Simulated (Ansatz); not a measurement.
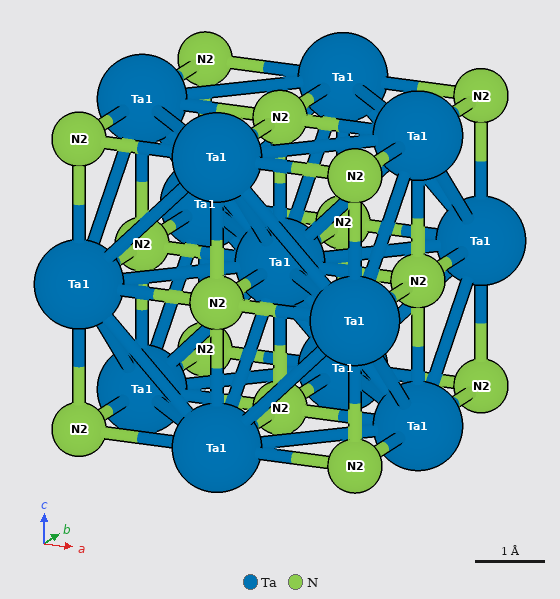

This is solid TaN (set up in Fm-3m). A ball-and-stick model of the conventional cell (4 times the calculation's cell), seen from a free direction. Lengths and directions refer to the drawn axes.

Level of theory: Ansatz, DFT PBE, scalar-relativistic, plane waves, PAW. Settings: plane-wave cutoff 420 eV; k-point mesh 16 × 16 × 16; occupations gaussian; smearing width 0.1 eV; no spin polarisation.

The variant: All lengths are scaled by −1.0 % (volume −3.0 %), the atoms keeping their fractional coordinates. No relaxation follows.

Q: What does the calculation give for the changed structure?

A: Among the bonded contacts that change: Ta–Ta 3.123 → 3.092 Å, N–Ta 2.209 → 2.186 Å. The space group stays Fm-3m (No. 225). Energy change: +10.5 meV per atom. Pressure: 0.0 GPa before, 10.7 GPa after. All forces vanish by symmetry. Both are metals.
